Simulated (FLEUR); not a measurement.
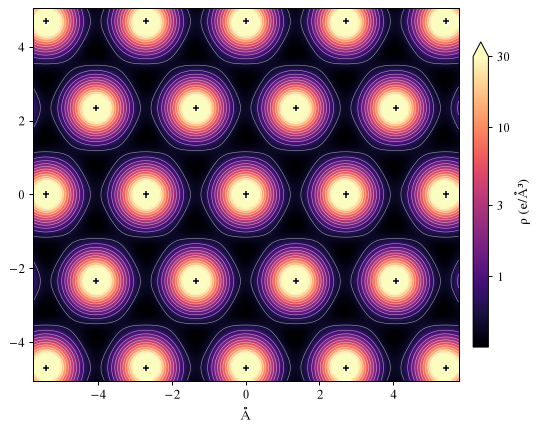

The electron density on a plane through atoms (crosses mark nuclei in the plane).

Method: Kohn-Sham DFT of a periodic cell, PBEsol, all-electron in FLEUR.

Candidates:
A. CoO, a = 3.01 Å, b = 3.01 Å, c = 7.47 Å, α = 90.00°, β = 90.00°, γ = 120.00°. Space group R-3m; a structure from a database of computed crystals, not necessarily the ambient phase; changed on purpose from its base cell (strain component 3 = 0.02); spin-polarised.
B. Ir, a = 3.83 Å, b = 3.83 Å, c = 3.83 Å, α = 90.00°, β = 90.00°, γ = 90.00°. Space group Fm-3m; changed on purpose from its base cell (strain component 3 = 0.0).
C. Pd, a = 3.76 Å, b = 3.76 Å, c = 3.76 Å, α = 90.00°, β = 90.00°, γ = 90.00°. Space group Fm-3m.

Which candidate gave the map?

Candidate B: Ir on the (111) plane of the conventional cell, which holds Ir. Ir–Ir (2.71 Å): ρ at the midpoint is about 0.46 e/Å³.
